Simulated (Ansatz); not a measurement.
**Run report: Rb₃HCl₃, geometry relaxation (part 3 of 3)**

The same run, continued: Rb₃HCl₃ (slab, 7 atoms in the cell); DFT PBEsol, scalar-relativistic, plane waves, PAW, spin-polarised (Ansatz 0.2.0); cutoff 420 eV, 6×6×1 k-mesh, Gaussian smearing of 0.05 eV, collinear spins. The structure derives from an entry of the Crystallography Open Database. The input holds or restrains some coordinates. Forces given for the steps count only the free coordinates. It belongs to a series of runs on one base structure; here: H put at a hollow Cl-Cl site.

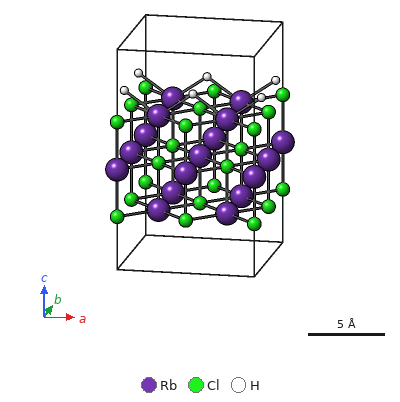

Fig. 1: The geometry at step 4 of the log (ball-and-stick view of the 2 × 2 repeat of the cell, with the vacuum cut short, seen slightly off an axis).

Output, continued
```
--- Forces (eV/Å), atoms counted from 1 ---
  atom   1  Rb     0.00000000     0.00000000     0.01629678
  atom   2  Cl     0.00000000     0.00000000    -0.01892832
  atom   3  Rb     0.00000000     0.00000000     0.00088664
  atom   4  Cl     0.00000000     0.00000000     0.00166168
  atom   5  Rb     0.00000000     0.00000000    -0.00692132
  atom   6  Cl     0.00000000     0.00000000     0.00380071
  atom   7  H      0.00000000     0.00000000     0.00319731
  max |Σ_I F_I| component: 6.51e-6 eV/Å
--- Band table (eV; the first three rows and the last of 32) ---
  k-point 0 ↑: bands = ["-27.5491", "-27.4417", "-27.2538", "-15.4948", "-15.3476", "-15.2586", "-11.7645", "-11.6355", "-11.6293", "-11.6293", "-11.5420", "-11.5336", "-11.3749", "-11.3746", "-11.3584", "-4.7169", "-3.9183", "-3.6176", "-3.5763", "-3.5738", "-3.4860", "-3.4262", "-3.3871", "-3.3858", "-3.1326", "1.5625", "2.3253", "2.5023", "2.8656", "3.0183", "3.2634", "3.6369"]
  k-point 1 ↑: bands = ["-27.5476", "-27.4401", "-27.2523", "-15.5086", "-15.3621", "-15.2757", "-11.7550", "-11.6307", "-11.6189", "-11.6090", "-11.5310", "-11.5145", "-11.3664", "-11.3611", "-11.3595", "-4.7840", "-3.9425", "-3.8155", "-3.6642", "-3.6462", "-3.5685", "-3.5208", "-3.5020", "-3.4634", "-3.0445", "1.8828", "2.5796", "2.7534", "3.1624", "3.2863", "3.5134", "3.8499"]
  k-point 2 ↑: bands = ["-27.5446", "-27.4371", "-27.2493", "-15.5361", "-15.3911", "-15.3096", "-11.7358", "-11.6196", "-11.5979", "-11.5683", "-11.5087", "-11.4748", "-11.3669", "-11.3494", "-11.3292", "-4.9808", "-4.1470", "-4.0262", "-3.8014", "-3.7867", "-3.7029", "-3.6477", "-3.6118", "-3.5345", "-3.0764", "2.6045", "3.1087", "3.4418", "3.8647", "3.9546", "4.0525", "4.1443"]
  k-point 15 ↓: bands = ["-27.5381", "-27.4220", "-27.2422", "-15.4667", "-15.2455", "-15.2244", "-11.7693", "-11.7692", "-11.7101", "-11.6897", "-11.6711", "-11.5750", "-11.5059", "-11.5045", "-11.3568", "-3.8142", "-3.7725", "-3.7635", "-3.6675", "-3.6134", "-3.5771", "-3.5479", "-3.5274", "-3.4140", "0.1571", "2.9637", "3.1178", "3.9538", "4.2320", "4.3630", "4.6310", "4.8243"]
--- Relaxed structure (6 steps of the walk, 6 accepted, 0 SCFs on fresh bases) ---
  F+E_penalty+E_count = -12858.07399848 eV   max|allowed force component| = 6.921e-3 eV/Å
  atoms:
    - { symbol: Rb, position: [0.5000000000000001, 0.5000000000000001, 0.3327070612] }
    - { symbol: Cl, position: [0.0, 0.0, 0.3327070612] }
    - { symbol: Rb, position: [0.0, 0.0, 0.45974923321732186] }
    - { symbol: Cl, position: [0.5000000000000001, 0.5000000000000001, 0.4593993902042176] }
    - { symbol: Rb, position: [0.5000000000000001, 0.5000000000000001, 0.5864690425566413] }
    - { symbol: Cl, position: [0.0, 0.0, 0.5874385480519353] }
    - { symbol: H, position: [1.0000000000000002, 0.5000000000000001, 0.6576928277164334] }
--- Löwdin populations: 7 sites ---
  site symbol       q [e]    m [muB]
     0     Rb      8.1874     0.0000
     1     Cl      7.7406     0.0001
     2     Rb      8.2308     0.0005
     3     Cl      7.7145     0.0010
     4     Rb      8.2084     0.0201
     5     Cl      7.6976     0.0708
     6      H      1.0236     0.9033
  spilling = 0.004024 (of n_electrons = 49.000000)
```

File populations.tsv
```
# site	symbol	l	j	q_up	q_dn
# orbitals = lowdin
# n_electrons = 49.000000
# spilling = 0.004024
0	Rb	0_4S	-	0.992738	0.992739
0	Rb	0_5S	-	0.108174	0.108142
0	Rb	1_4P	-	2.992815	2.992813
1	Cl	0_3S	-	0.961945	0.961940
1	Cl	1_3P	-	2.908399	2.908316
2	Rb	0_4S	-	0.989748	0.989653
2	Rb	0_5S	-	0.135596	0.135456
2	Rb	1_4P	-	2.990295	2.990032
3	Cl	0_3S	-	0.956885	0.956782
3	Cl	1_3P	-	2.900849	2.899986
4	Rb	0_4S	-	0.992523	0.991731
4	Rb	0_5S	-	0.128124	0.112961
4	Rb	1_4P	-	2.993611	2.989439
5	Cl	0_3S	-	0.965311	0.961080
5	Cl	1_3P	-	2.918867	2.852293
6	H	0_1S	-	0.963436	0.060148
```

Trajectory as extended XYZ (Å, eV, eV/Å), 6 frames, from step=1 to step=6
```
7
Lattice="4.6301 0.0000 0.0000 0.0000 4.6301 0.0000 0.0000 0.0000 25.5480" Properties=species:S:1:pos:R:3:forces:R:3 step=1 energy=-12857.97071
Rb    2.3151    2.3151    8.5000    0.0000   0.0000   0.0192
Cl    0.0000    0.0000    8.5000    0.0000   0.0000  -0.0182
Rb    0.0000    0.0000   11.7468    0.0000   0.0000  -0.0140
Cl    2.3151    2.3151   11.7400    0.0000   0.0000  -0.0147
Rb    2.3151    2.3151   14.9771    0.0000   0.0000  -0.1427
Cl    0.0000    0.0000   14.9991    0.0000   0.0000  -0.1249
H     4.6301    2.3151   15.9591    0.0000   0.0000   0.2953
7
Lattice="4.6301 0.0000 0.0000 0.0000 4.6301 0.0000 0.0000 0.0000 25.5480" Properties=species:S:1:pos:R:3:forces:R:3 step=2 energy=-12858.02249
Rb    2.3151    2.3151    8.5000    0.0000   0.0000   0.0059
Cl    0.0000    0.0000    8.5000    0.0000   0.0000  -0.0268
Rb    0.0000    0.0000   11.7354    0.0000   0.0000  -0.0083
Cl    2.3151    2.3151   11.7254    0.0000   0.0000  -0.0105
Rb    2.3151    2.3151   14.9519    0.0000   0.0000  -0.0814
Cl    0.0000    0.0000   14.9836    0.0000   0.0000  -0.0740
H     4.6301    2.3151   16.1513    0.0000   0.0000   0.1951
7
Lattice="4.6301 0.0000 0.0000 0.0000 4.6301 0.0000 0.0000 0.0000 25.5480" Properties=species:S:1:pos:R:3:forces:R:3 step=3 energy=-12858.05429
Rb    2.3151    2.3151    8.5000    0.0000   0.0000  -0.0109
Cl    0.0000    0.0000    8.5000    0.0000   0.0000  -0.0390
Rb    0.0000    0.0000   11.7209    0.0000   0.0000  -0.0063
Cl    2.3151    2.3151   11.7083    0.0000   0.0000  -0.0068
Rb    2.3151    2.3151   14.9190    0.0000   0.0000  -0.0162
Cl    0.0000    0.0000   14.9560    0.0000   0.0000  -0.0229
H     4.6301    2.3151   16.3466    0.0000   0.0000   0.1021
7
Lattice="4.6301 0.0000 0.0000 0.0000 4.6301 0.0000 0.0000 0.0000 25.5480" Properties=species:S:1:pos:R:3:forces:R:3 step=4 energy=-12858.06807
Rb    2.3151    2.3151    8.5000    0.0000   0.0000  -0.0100
Cl    0.0000    0.0000    8.5000    0.0000   0.0000  -0.0407
Rb    0.0000    0.0000   11.7194    0.0000   0.0000   0.0028
Cl    2.3151    2.3151   11.7087    0.0000   0.0000   0.0031
Rb    2.3151    2.3151   14.9303    0.0000   0.0000  -0.0034
Cl    0.0000    0.0000   14.9596    0.0000   0.0000   0.0030
H     4.6301    2.3151   16.5400    0.0000   0.0000   0.0452
7
Lattice="4.6301 0.0000 0.0000 0.0000 4.6301 0.0000 0.0000 0.0000 25.5480" Properties=species:S:1:pos:R:3:forces:R:3 step=5 energy=-12858.07334
Rb    2.3151    2.3151    8.5000    0.0000   0.0000   0.0044
Cl    0.0000    0.0000    8.5000    0.0000   0.0000  -0.0257
Rb    0.0000    0.0000   11.7361    0.0000   0.0000   0.0043
Cl    2.3151    2.3151   11.7237    0.0000   0.0000   0.0059
Rb    2.3151    2.3151   14.9617    0.0000   0.0000   0.0035
Cl    0.0000    0.0000   14.9962    0.0000   0.0000  -0.0054
H     4.6301    2.3151   16.7233    0.0000   0.0000   0.0130
7
Lattice="4.6301 0.0000 0.0000 0.0000 4.6301 0.0000 0.0000 0.0000 25.5480" Properties=species:S:1:pos:R:3:forces:R:3 step=6 energy=-12858.07400
Rb    2.3151    2.3151    8.5000    0.0000   0.0000   0.0163
Cl    0.0000    0.0000    8.5000    0.0000   0.0000  -0.0189
Rb    0.0000    0.0000   11.7457    0.0000   0.0000   0.0009
Cl    2.3151    2.3151   11.7367    0.0000   0.0000   0.0017
Rb    2.3151    2.3151   14.9831    0.0000   0.0000  -0.0069
Cl    0.0000    0.0000   15.0079    0.0000   0.0000   0.0038
H     4.6301    2.3151   16.8027    0.0000   0.0000   0.0032
```

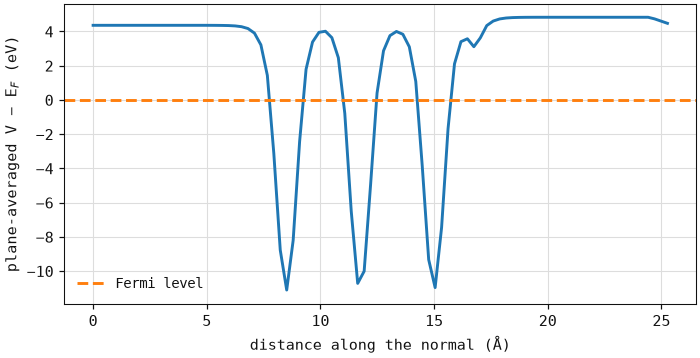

Fig. 2: Plane average of the electrostatic potential energy of an electron across the cell, from the Fermi level. The vacuum level lies 4.83 eV above the Fermi level on the upper side and 4.36 eV on the lower.

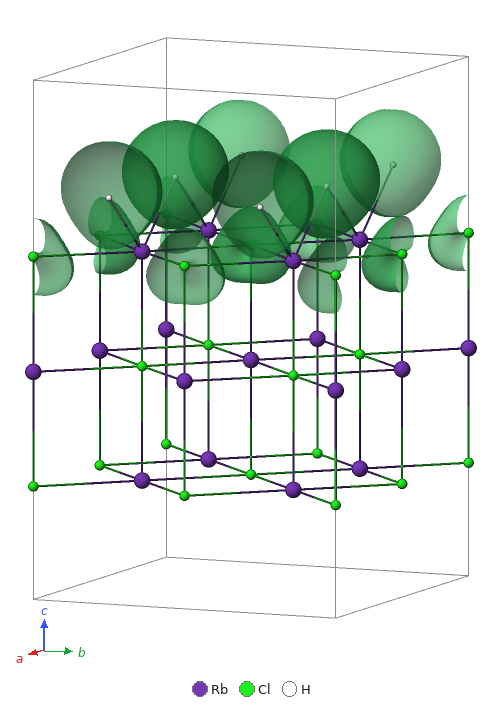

Fig. 3: Isosurface of the spin density (up minus down) at +0.006 e/Å³ (green), seen slightly off an axis. Sticks mark near contacts. The spin density sits on H: +0.8 μB in one cell of 7 atoms: a single local moment. The cell of the calculation (7 atoms) carries 1.0 μB net. The fields are those of the smooth PAW valence density.

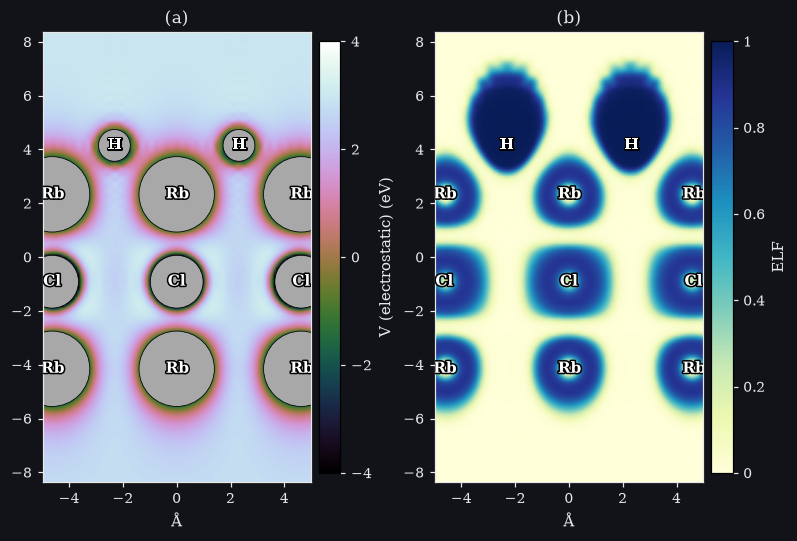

Fig. 4: (a) electrostatic potential energy of an electron; (b) electron localisation function on the (010) plane of the calculation cell, a cut from vacuum to vacuum. Grey discs, where drawn, cover atomic cores. Rb–H (2.94 Å): the ELF climbs to about 1 towards the hydrogen, as it does in any bond to H. Rb–Cl (3.24 Å): the ELF is about 0.05 at the midpoint (two separate closed shells). The strong features right at Rb lie inside the PAW spheres (semicore, d or f shells) and say nothing about bonding.

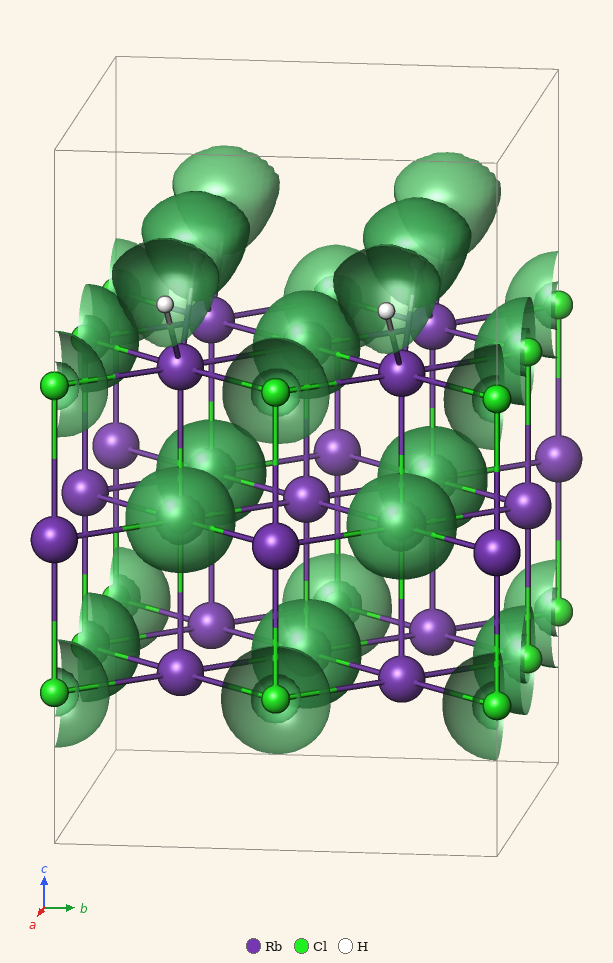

Fig. 5: Isosurface of the ELF at 0.8 (green), seen at an oblique angle. Only the valence region is drawn (cores and ρ < 0.01 e/Å³ removed). Sticks mark near contacts. Profiles from the grid: Rb–H (2.94 Å): the ELF climbs to about 1 towards the hydrogen.

This output came from the following input.

Input
```yaml
crystal:
  lattice:
    - [4.6301352032, 0.0, 0.0]
    - [0.0, 4.6301352032, 0.0]
    - [0.0, 0.0, 25.548]
  atoms:
    - { symbol: Rb, position: [0.5, 0.5, 0.3327070612] }
    - { symbol: Cl, position: [0.0, 0.0, 0.3327070612] }
    - { symbol: Rb, position: [0.0, 0.0, 0.4597932591] }
    - { symbol: Cl, position: [0.5, 0.5, 0.4595255527] }
    - { symbol: Rb, position: [0.5, 0.5, 0.5862354987] }
    - { symbol: Cl, position: [0.0, 0.0, 0.5870950772] }
    - { symbol: H, position: [1.0, 0.5, 0.6246714041], spin: 1.0 }
basis:
  ecutwfc: 420
kpoints:
  mp_grid: { grid: [6, 6, 1] }
hamiltonian:
  xc: pbesol
scf:
  occupations: { method: gaussian, width: 0.05 }
output:
  forces: true
  eigenvalues: true
  populations: true
  write_density: true
  write_potential: true
  elf: true
  volumetric_format: npy
magnetization:
  spin_polarized: true
relax:
  adjacent_minimum: "off"
  f_tol: 0.03
  max_steps: 70
  constraints: [{ sites: [0, 1] }]
efield:
  axis: 3
  dipole_correction: true
  ramp_width: 0.04
```

Launched with:
```bash
ansatz run input.yaml --threads 1 --pin off --max-ram 3072MiB --backend cpu --events-out ev --progress --plain --runs-dir out
```

Key numbers

| quantity | value |
| --- | --- |
| outcome | converged under the restraints of the input |
| electrons treated | 49 |
| free energy | −12858.0740 eV |
| work function, top face | 4.83 eV |
| work function, bottom face | 4.36 eV |
| Fermi energy | −1.726 eV |
| gap on the k-point mesh | 2.63 eV |
| net moment of the cell | 1.00 μB |
| integrated absolute moment | 1.01 μB |
| final volume | 547.70 Å³ |
| work function (upper face) | 4.83 eV |
| largest force (length of the vector) at the end, held atoms and coordinates included | 0.019 eV/Å |
| hardware | 1 thread of an x86-64 CPU, shared host |
| wall time | 9.6 min |
| peak memory | 0.9 GiB |

Remarks

Warnings of the run: the exchange-correlation potential is rough where the density is thin.
